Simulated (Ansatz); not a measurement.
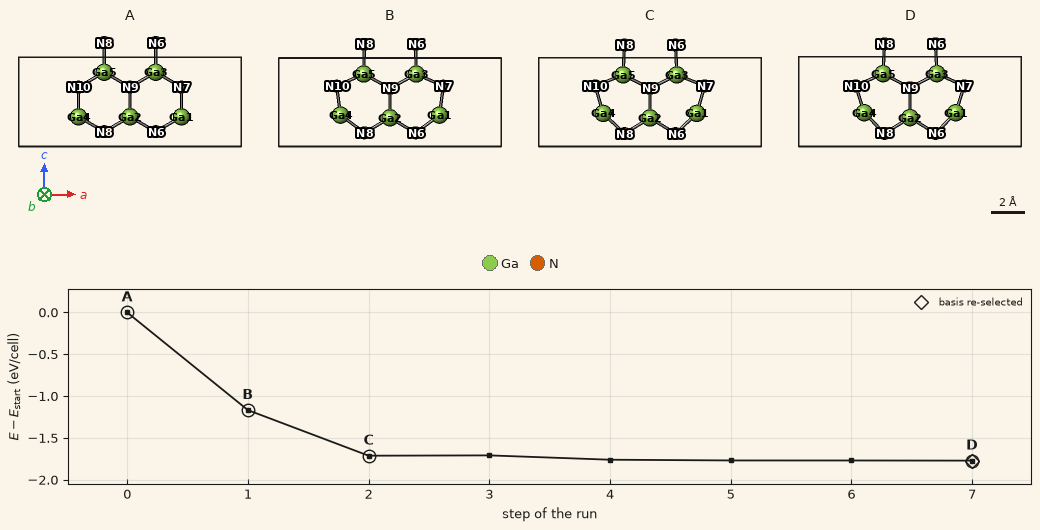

Frames of a relaxation of a wire of composition GaN, marked on the history of the run. A ball-and-stick model of the cell of the calculation, with the vacuum cut short, seen along the b axis.

Case: armchair ribbon, 5 formula units a period.

Theory: DFT PBEsol, scalar-relativistic, plane waves, PAW in Ansatz 0.2.0. (plane-wave cutoff 420 eV; k-point mesh 1 × 1 × 6; occupations gaussian; smearing width 0.05 eV; no spin polarisation; cell relaxed at fixed a, b, alpha, beta, gamma; force threshold 0.02 eV/Å; at most 45 steps)

> What happens along the run?

The energy falls by 1.770 eV per cell of the calculation in 6 accepted moves (7 points after the start). Largest force component: 2.4 eV/Å at the start, 0.0098 eV/Å at the end. At 1 point the geometry stayed and the basis and grid were re-selected for the new cell (energy shift of 1.7 meV per cell of the calculation at most each time). The largest moves relative to the centre of the atoms, 0.42 Å, are those of Ga1 and Ga4. Largest moves by element: Ga 0.42 Å, N 0.18 Å. Along the periodic axis the drawn cell goes c 5.512 → 5.542 Å (+0.5 %). Among the contacts that change: Ga1–N7 1.837 → 1.741 Å, Ga1–N6 1.837 → 1.787 Å, Ga3–N9 1.837 → 1.881 Å, Ga2–N6 1.837 → 1.855 Å. Among the angles between lasting bonds that change: N6–Ga1–N7 120.0° → 152.9°, Ga1–N7–Ga3 120.0° → 96.8°, Ga1–N6–Ga2 120.0° → 102.8°. From step 0 to 1: Ga atoms move most (0.17 Å), energy −1.166 eV per cell of the calculation. From step 1 to 2: Ga atoms move most (0.19 Å), energy −0.545 eV per cell of the calculation. From step 2 to 7: Ga atoms move most (0.07 Å), energy −58.8 meV per cell of the calculation.

```
step  E − E(0), meV/atom  largest force component, eV/Å                      note
   0                0.00                         2.3759                          
   1             -116.61                         1.5462                          
   2             -171.08                         0.5767                          
   3             -170.71                         0.7793                          
   4             -175.89                         0.3633                          
   5             -176.75                         0.0281                          
   6             -176.79                         0.0098                          
   7             -176.96                         0.0098  same geometry, new basis
```
